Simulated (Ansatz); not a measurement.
**Geometry relaxation of Mo**

System: Mo (Im-3m, 1 atom in the cell).
Method: DFT, LDA, PAW with Ansatz's default frozen-core files, scalar-relativistic, no spin polarisation (Ansatz 0.2.0).

The structure was built on a prototype by a generator; it need not be a known phase. It belongs to a series of runs on one base structure; here: bulk cell relaxed. Figures and captions count atoms from 1; the log counts them from 0 in places.

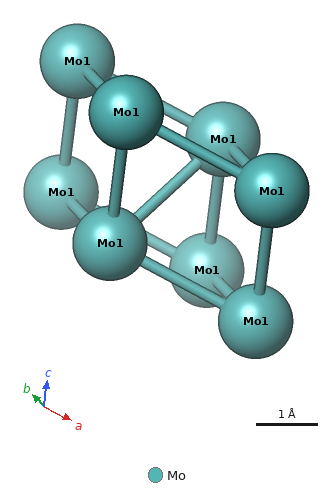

Figure 1. The input geometry (ball-and-stick view of the cell of the calculation, seen slightly off an axis; atoms are numbered from 1 in the order of the input). An atom can appear more than once, as a periodic image.

Summary:

- outcome: converged
- space group (tolerance 0.01 Å): Im-3m (229)
- electrons treated: 14
- free energy: −4842.8629 eV
- Fermi energy: 21.789 eV
- pressure: −0.02 GPa
- final volume: 15.06 Å³
- largest force (length of the vector) at the end: under 0.001 eV/Å
- final cell: a = 2.694 Å, b = 2.694 Å, c = 2.694 Å, α = 109.47°, β = 109.47°, γ = 109.47°
- hardware: 2 threads of Arm Neoverse V1, 24 GiB of memory available, shared host
- wall time: 5.5 s (CPU time 10 s)
- peak memory: 0.31 GiB

Input:
```yaml
crystal:
  lattice:
    - [-1.5733879534, 1.5733879534, 1.5733879534]
    - [1.5733879534, -1.5733879534, 1.5733879534]
    - [1.5733879534, 1.5733879534, -1.5733879534]
  atoms:
    - { symbol: Mo, position: [0.0, 0.0, 0.0] }
kpoints:
  mp_grid: { grid: [19, 19, 19] }
scf:
  occupations: { method: fermi_dirac, width: 0.05 }
hamiltonian:
  xc: lda
  pseudopotentials: { kind: paw }
output:
  forces: true
  stress: true
relax:
  f_tol: 0.005
  max_steps: 40
  cell: {}
```

Command:
```bash
ansatz run input.yaml --threads 2 --pin off --max-ram 4096MiB --backend cpu --events-out ev --progress --plain --runs-dir out
```

Log:
```
Engine: ansatz 0.2.0, aarch64-unknown-linux-gnu
Pseudopotentials: kind: paw
Pseudopotential: Mo, paw, valence charge 14, recommended cutoff 420 eV (normal), Mo.paw.azcp
Functional definition: SPW92
  exchange = slater_x
  correlation = pw_c
Crystal: 1 atoms, lattice volume = 15.580 Å³
Basis set: ecut = 420 eV, 321 PW (Γ)
Bands: 11, of which v1, the nominal top of the filled ones, is band 7 counted from 1 (6 counted from 0)
Symmetry: 48 space group operations
Space group: Im-3m (ITA 229), of the structure as read, at distance tolerance 2.5e-5 Å
k-points: 220 of 6859
Non-local potential: Mo, projectors of the file, l = 0: 3, l = 1: 2, l = 2: 2, l = 3: 1
PAW form: soft (Blöchl's): semilocal exchange-correlation on the pseudo side does not see the compensation charge
PAW frozen core: Mo, regenerated for the run's functional, and the local potential with it (the file was generated under x = pbe(κ = 0.804, μ = 0.2195149727645171), c = pbe(β = 0.06672455060314922))
PAW one-centre angular grid: Mo, 590 points (default); XC on 64 Gauss nodes
Initial density: superposition of atomic densities (neutral atoms: chi_scale 0, normalization atom), corrected by the library's trained network
Initial wavefunctions: pseudopotential atomic-orbital guess
Functional: x = slater, c = lda
SCF iter   1: F=—  HF=-4842.847632 eV  |F-HF|=—  |Δ(HF+E_count)|=         —  Δρ=7.05e-3  dr2=1.82e-3  ethr=1.77e-3  ⟨swp⟩=5.0  Hψ=14375  notcnv=0
preconditioner: auto → none  [metal: Δε(μ)=0.011 eV  Ē_g=8.351 eV  σ=0.050 eV  W_gap=0.05  n_scr=0 (ndim 8)  ℏωp=23.0 eV  f_vac=0.000  D(μ)=0.64/eV (n_scr^D=0)]
SCF iter   2: F=—  HF=-4842.847250 eV  |F-HF|=—  |Δ(HF+E_count)|=   3.82e-4  Δρ=3.45e-3  dr2=3.87e-4  ethr=1.30e-5  ⟨swp⟩=2.0  Hψ=4726  notcnv=0
SCF iter   3: F=—  HF=-4842.847207 eV  |F-HF|=—  |Δ(HF+E_count)|=   4.29e-5  Δρ=5.87e-4  dr2=3.85e-5  ethr=2.76e-6  ⟨swp⟩=3.0  Hψ=3956  notcnv=0
SCF iter   4: F=—  HF=-4842.847192 eV  |F-HF|=—  |Δ(HF+E_count)|=   1.53e-5  Δρ=1.04e-4  dr2=6.53e-7  ethr=2.75e-7  ⟨swp⟩=2.7  Hψ=3769  notcnv=0
SCF iter   5: F=—  HF=-4842.847192 eV  |F-HF|=—  |Δ(HF+E_count)|=   3.69e-8  Δρ=5.77e-5  dr2=2.07e-7  ethr=4.67e-9  ⟨swp⟩=2.0  Hψ=3956  notcnv=0
SCF iter   6: F=-4842.847192 eV  HF=-4842.847192 eV  |F-HF|=1.54e-8  |Δ(HF+E_count)|=   8.79e-8  Δρ=1.86e-5  dr2=1.97e-8  ethr=7.14e-10  ⟨swp⟩=4.0  Hψ=7578  notcnv=0
SCF 1 converged in 6 iterations: F = -4842.847192 eV  dr2 = 1.97e-8
  greatest PAW one-centre occupation: 0.999 electrons in one spin orbital (limit 2), on the Mo atom at site 0 (counted from 0), in its partial waves of l = 0
relax step   1: F+E_penalty+E_count = -4842.84719165 eV  Δ(F+E_penalty+E_count) = +0.000e0 eV  max|allowed force component| = 0.000e0 eV/Å  Δτ_max = 0.0000 Å  P = -9.297 GPa  Ω = 15.580 Å³  (6 SCF iters, dr2 threshold 1.00e-7 eV, accepted)
Crystal: 1 atoms, lattice volume = 14.044 Å³
Basis set: ecut = 420 eV, 249 PW (Γ)
Initial density: handed on by an earlier stage of this run
Initial wavefunctions: those handed on with the density
iter 1 solved again at ethr=1.35e-5 eV; its pass at ethr=3.10e-3 eV (dr2=1.89e-3 eV) is discarded
SCF iter   1: F=—  HF=-4842.792420 eV  |F-HF|=—  |Δ(HF+E_count)|=         —  Δρ=6.45e-3  dr2=1.75e-3  ethr=1.35e-5  ⟨swp⟩=2.1  Hψ=19212  notcnv=0
preconditioner: auto → none  [metal: Δε(μ)=0.031 eV  Ē_g=9.255 eV  σ=0.050 eV  W_gap=0.15  n_scr=0 (ndim 8)  ℏωp=24.3 eV  f_vac=0.000  D(μ)=0.68/eV (n_scr^D=12)]
SCF iter   2: F=—  HF=-4842.792865 eV  |F-HF|=—  |Δ(HF+E_count)|=   4.46e-4  Δρ=2.98e-3  dr2=3.67e-4  ethr=1.25e-5  ⟨swp⟩=1.0  Hψ=2420  notcnv=0
SCF iter   3: F=—  HF=-4842.793055 eV  |F-HF|=—  |Δ(HF+E_count)|=   1.90e-4  Δρ=3.97e-4  dr2=1.66e-5  ethr=2.62e-6  ⟨swp⟩=1.4  Hψ=2661  notcnv=0
SCF iter   4: F=—  HF=-4842.793051 eV  |F-HF|=—  |Δ(HF+E_count)|=   4.50e-6  Δρ=7.04e-5  dr2=1.52e-7  ethr=1.19e-7  ⟨swp⟩=2.0  Hψ=3676  notcnv=0
SCF iter   5: F=-4842.793051 eV  HF=-4842.793051 eV  |F-HF|=5.96e-10  |Δ(HF+E_count)|=   7.94e-8  Δρ=4.37e-6  dr2=7.98e-10  ethr=7.14e-10  ⟨swp⟩=4.0  Hψ=7157  notcnv=0
SCF 2 converged in 5 iterations: F = -4842.793051 eV  dr2 = 7.98e-10
relax step   2: F+E_penalty+E_count = -4842.79305073 eV  Δ(F+E_penalty+E_count) = +5.414e-2 eV  max|allowed force component| = 0.000e0 eV/Å  Δτ_max = 0.0000 Å  P = +23.515 GPa  Ω = 14.044 Å³  energy of the carried Pulay correction = +1.195e-4 eV  (5 SCF iters, dr2 threshold 1.00e-7 eV, rejected (line search))
Crystal: 1 atoms, lattice volume = 15.112 Å³
iter 1 solved again at ethr=7.75e-6 eV; its pass at ethr=3.10e-3 eV (dr2=1.09e-3 eV) is discarded
SCF iter   1: F=—  HF=-4842.862390 eV  |F-HF|=—  |Δ(HF+E_count)|=         —  Δρ=4.60e-3  dr2=1.02e-3  ethr=7.75e-6  ⟨swp⟩=1.9  Hψ=19066  notcnv=0
preconditioner: auto → none  [metal: Δε(μ)=0.049 eV  Ē_g=8.612 eV  σ=0.050 eV  W_gap=0.23  n_scr=0 (ndim 8)  ℏωp=23.4 eV  f_vac=0.000  D(μ)=0.63/eV (n_scr^D=0)]
SCF iter   2: F=—  HF=-4842.862613 eV  |F-HF|=—  |Δ(HF+E_count)|=   2.23e-4  Δρ=2.09e-3  dr2=2.03e-4  ethr=7.25e-6  ⟨swp⟩=1.0  Hψ=2429  notcnv=0
SCF iter   3: F=—  HF=-4842.862719 eV  |F-HF|=—  |Δ(HF+E_count)|=   1.06e-4  Δρ=3.93e-4  dr2=1.65e-5  ethr=1.45e-6  ⟨swp⟩=2.0  Hψ=3000  notcnv=0
SCF iter   4: F=—  HF=-4842.862715 eV  |F-HF|=—  |Δ(HF+E_count)|=   4.43e-6  Δρ=5.52e-5  dr2=1.25e-7  ethr=1.18e-7  ⟨swp⟩=2.0  Hψ=3633  notcnv=0
SCF iter   5: F=—  HF=-4842.862716 eV  |F-HF|=—  |Δ(HF+E_count)|=   8.39e-7  Δρ=4.69e-6  dr2=2.40e-9  ethr=8.90e-10  ⟨swp⟩=2.1  Hψ=3756  notcnv=0
SCF iter   6: F=-4842.862716 eV  HF=-4842.862716 eV  |F-HF|=1.82e-12  |Δ(HF+E_count)|=  9.90e-10  Δρ=4.84e-7  dr2=4.90e-12  ethr=1.00e-12  ⟨swp⟩=4.0  Hψ=11162  notcnv=0
SCF 3 converged in 6 iterations: F = -4842.862716 eV  dr2 = 4.90e-12
relax step   3: F+E_penalty+E_count = -4842.86271571 eV  Δ(F+E_penalty+E_count) = -1.552e-2 eV  max|allowed force component| = 0.000e0 eV/Å  Δτ_max = 0.0000 Å  P = -1.078 GPa  Ω = 15.112 Å³  energy of the carried Pulay correction = +3.516e-5 eV  (6 SCF iters, accepted)
Crystal: 1 atoms, lattice volume = 15.056 Å³
iter 1 solved again at ethr=2.62e-8 eV; its pass at ethr=3.10e-3 eV (dr2=3.66e-6 eV) is discarded
SCF iter   1: F=—  HF=-4842.862909 eV  |F-HF|=—  |Δ(HF+E_count)|=         —  Δρ=2.26e-4  dr2=2.43e-6  ethr=2.62e-8  ⟨swp⟩=2.0  Hψ=16907  notcnv=0
preconditioner: auto → none  [metal: Δε(μ)=0.055 eV  Ē_g=8.642 eV  σ=0.050 eV  W_gap=0.26  n_scr=0 (ndim 8)  ℏωp=23.4 eV  f_vac=0.000  D(μ)=0.63/eV (n_scr^D=0)]
SCF iter   2: F=—  HF=-4842.862909 eV  |F-HF|=—  |Δ(HF+E_count)|=   4.82e-7  Δρ=1.08e-4  dr2=5.40e-7  ethr=1.74e-8  ⟨swp⟩=1.0  Hψ=2420  notcnv=0
SCF iter   3: F=-4842.862909 eV  HF=-4842.862909 eV  |F-HF|=2.08e-9  |Δ(HF+E_count)|=   2.08e-7  Δρ=6.01e-6  dr2=3.65e-9  ethr=7.14e-10  ⟨swp⟩=3.0  Hψ=8592  notcnv=0
SCF 4 converged in 3 iterations: F = -4842.862909 eV  dr2 = 3.65e-9
relax step   4: F+E_penalty+E_count = -4842.86290940 eV  Δ(F+E_penalty+E_count) = -1.937e-4 eV  max|allowed force component| = 0.000e0 eV/Å  Δτ_max = 0.0000 Å  P = -0.017 GPa  Ω = 15.056 Å³  energy of the carried Pulay correction = +3.938e-5 eV  (3 SCF iters, dr2 threshold 1.00e-7 eV, accepted)
Initial wavefunctions: pseudopotential atomic-orbital guess (no wavefunctions were taken with the density)
iter 1 solved again at ethr=4.03e-8 eV; its pass at ethr=3.10e-3 eV (dr2=5.64e-6 eV) is discarded
SCF iter   1: F=—  HF=-4842.862875 eV  |F-HF|=—  |Δ(HF+E_count)|=         —  Δρ=1.97e-5  dr2=8.54e-9  ethr=4.03e-8  ⟨swp⟩=3.3  Hψ=21335  notcnv=0
SCF iter   2: F=—  HF=-4842.862875 eV  |F-HF|=—  |Δ(HF+E_count)|=   3.30e-7  Δρ=9.59e-6  dr2=1.19e-9  ethr=6.10e-11  ⟨swp⟩=2.3  Hψ=3780  notcnv=0
SCF iter   3: F=—  HF=-4842.862875 eV  |F-HF|=—  |Δ(HF+E_count)|=   1.31e-9  Δρ=2.60e-6  dr2=9.79e-11  ethr=8.50e-12  ⟨swp⟩=1.0  Hψ=2420  notcnv=0
SCF iter   4: F=-4842.862875 eV  HF=-4842.862875 eV  |F-HF|=2.73e-12  |Δ(HF+E_count)|=  1.16e-10  Δρ=1.40e-7  dr2=6.64e-13  ethr=1.00e-12  ⟨swp⟩=3.2  Hψ=10286  notcnv=0
SCF 5 converged in 4 iterations: F = -4842.862875 eV  dr2 = 6.64e-13
relax step   5: F+E_penalty+E_count = -4842.86287508 eV  Δ(F+E_penalty+E_count) = +3.432e-5 eV  max|allowed force component| = 0.000e0 eV/Å  Δτ_max = 0.0000 Å  P = -0.019 GPa  Ω = 15.056 Å³  stress off target by 1.88e-2 GPa  SCF on the basis re-selected at this cell (its energy is not comparable with the rows above)  (4 SCF iters)
```

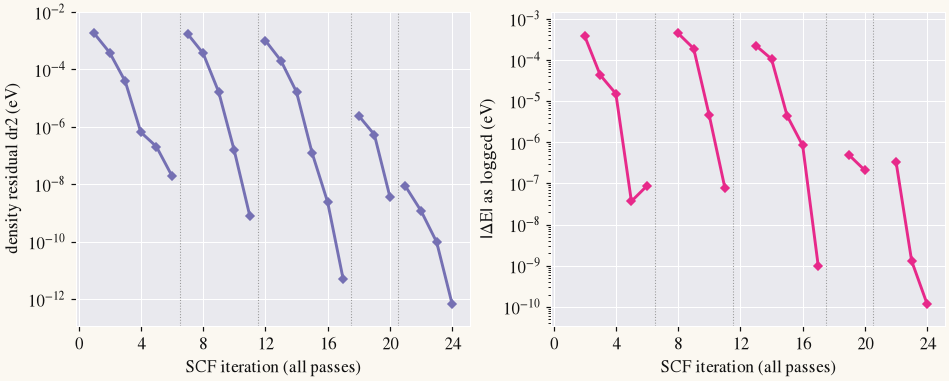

Figure 2. Convergence of the self-consistent field: density residual dr2 and size of the energy change against the SCF iteration. The dotted lines part the SCF passes of the relaxation: geometry steps, rejected trials and re-solves on a re-selected basis. The 5 passes take 3 to 6 iterations each, 24 in all.

```
basis re-selected at this cell: Δ(F+E_penalty+E_count) = +3.432e-5 eV, ΔP = -0.001 GPa vs the last step (what re-selecting the basis moved, of the pressure what is left beyond the Pulay correction that the steps carried, after the strain that the cell walked since its last selection, with what the two solves' SCF thresholds leave and, on support functions, any second-order correction that the steps lacked; it is no measure of the basis error at this ecutwfc). This SCF's stress stands 1.88e-2 GPa from its target on what of the cell is left free (relax.cell.stress_tol is 5.00e-2 GPa) and its largest allowed force component is 0.00e0 eV/Å (relax.f_tol is 5.00e-3 eV/Å): within both
SCF converged after 4 iterations
Free energy (F): -4842.862875 eV
Harris-Foulkes:  -4842.862875 eV  (|F-HF|=2.73e-12)
Internal energy: -4842.857622 eV  (E = F + TS)
E sigma→0 (E₀):  -4842.860248 eV
Entropy (-TS):   -0.005253 eV (-5.253 meV/atom)
Fermi energy:    21.788796 eV
--- Per-component energies (eV) ---
  E_band       = -45.604231
  E_kinetic    = 442.890915
  E_local      = -762.342477  (includes V_loc(G=0)·N_el)
  E_nonlocal   = 147.881695
  E_hartree    = 251.531323
  E_xc         = -183.052318
  E_vxc        = -229.486548  (∫ρ·V_xc dr)
  E_paw        = -3089.530894  (= ΣΔE_a)
  E_vpaw       = -147.610502  (= ΣTr[D̂ρ^β])
  E_aug_tail   = 0.000032  (compensation charges beyond the density's cutoff)
  E_ewald      = -1650.708715
  E_core_change = 0.472816  (= ΣΔE_core)
  E_smearing   = -0.005253  (= −TS)
  E_closure    = 0.000000  (closes the sum)
  Σ components = -4842.862875   (vs F -4842.862875, Δ=0.00e0)
--- Forces (eV/Å), atoms counted from 1 ---
  atom   1  Mo     0.00000000     0.00000000     0.00000000
  max |Σ_I F_I| component: 4.52e-32 eV/Å
--- Stress (GPa, compression-positive) ---
       -0.018815      -0.000000       0.000000
       -0.000000      -0.018815      -0.000000
       -0.000000       0.000000      -0.018815
  P = ⅓ Tr σ = -0.0188 GPa (-0.188 kbar)
--- Relaxed structure (4 steps of the walk, 3 accepted, 1 SCFs on fresh bases) ---
  F+E_penalty+E_count = -4842.86287508 eV   max|allowed force component| = 0.000e0 eV/Å   (the final SCF, on the basis selected at the relaxed cell)
  cell:  # Å, volume = 15.0564 Å³
    - [-1.5555620929514158, 1.5555620929514158, 1.5555620929514158]
    - [1.5555620929514158, -1.5555620929514158, 1.5555620929514158]
    - [1.5555620929514158, 1.5555620929514158, -1.5555620929514158]
  atoms:
    - { symbol: Mo, position: [0.0, 0.0, 0.0] }
```

Trajectory as extended XYZ (Å, eV, eV/Å), 5 frames, from step=1 to step=5:
```
1
Lattice="-1.5734 1.5734 1.5734 1.5734 -1.5734 1.5734 1.5734 1.5734 -1.5734" Properties=species:S:1:pos:R:3:forces:R:3 step=1 energy=-4842.84719 pressure_GPa=-9.30
Mo    0.0000    0.0000    0.0000    0.0000   0.0000   0.0000
1
Lattice="-1.5199 1.5199 1.5199 1.5199 -1.5199 1.5199 1.5199 1.5199 -1.5199" Properties=species:S:1:pos:R:3:forces:R:3 step=2 energy=-4842.79305 pressure_GPa=23.51 accepted=F
Mo    0.0000    0.0000    0.0000    0.0000   0.0000   0.0000
1
Lattice="-1.5575 1.5575 1.5575 1.5575 -1.5575 1.5575 1.5575 1.5575 -1.5575" Properties=species:S:1:pos:R:3:forces:R:3 step=3 energy=-4842.86272 pressure_GPa=-1.08
Mo    0.0000    0.0000    0.0000    0.0000   0.0000   0.0000
1
Lattice="-1.5556 1.5556 1.5556 1.5556 -1.5556 1.5556 1.5556 1.5556 -1.5556" Properties=species:S:1:pos:R:3:forces:R:3 step=4 energy=-4842.86291 pressure_GPa=-0.02
Mo    0.0000    0.0000    0.0000    0.0000   0.0000   0.0000
1
Lattice="-1.5556 1.5556 1.5556 1.5556 -1.5556 1.5556 1.5556 1.5556 -1.5556" Properties=species:S:1:pos:R:3:forces:R:3 step=5 energy=-4842.86287 pressure_GPa=-0.02
Mo    0.0000    0.0000    0.0000    0.0000   0.0000   0.0000
```
